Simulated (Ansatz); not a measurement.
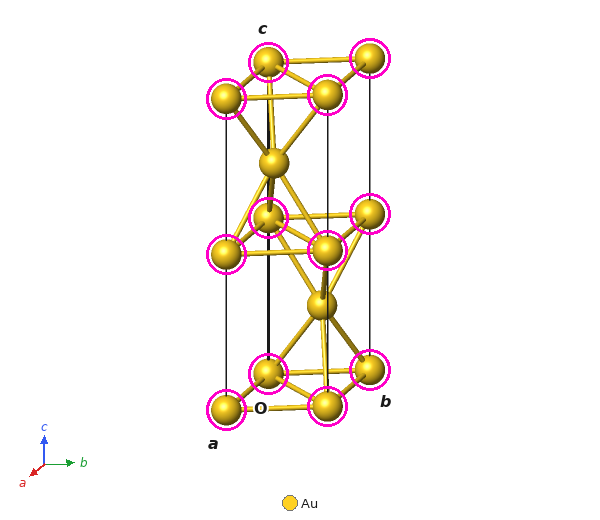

For Au, the input geometry of an electronic-structure calculation (not necessarily at equilibrium); the starting structure was generated, so it need not be a known form of this composition: one unit cell; the ringed atoms, with their copies on corners, edges and faces, form one crystallographic orbit. Symmetry computed with spglib at a tolerance of 0.002 Å; standard conventional cell.

a = 2.868 Å, b = 2.868 Å, c = 9.554 Å, α = 90.00°, β = 90.00°, γ = 120.00°; space group P6₃/mmc (No. 194).

> Which Wyckoff position do the ringed atoms fill?

Au on 2a, site symmetry -3m.: 24 operations a cell over 12 that keep the site give 2 atoms, with 0 free parameters.

> List their coordinates.

(0, 0, 0); (0, 0, 1/2).
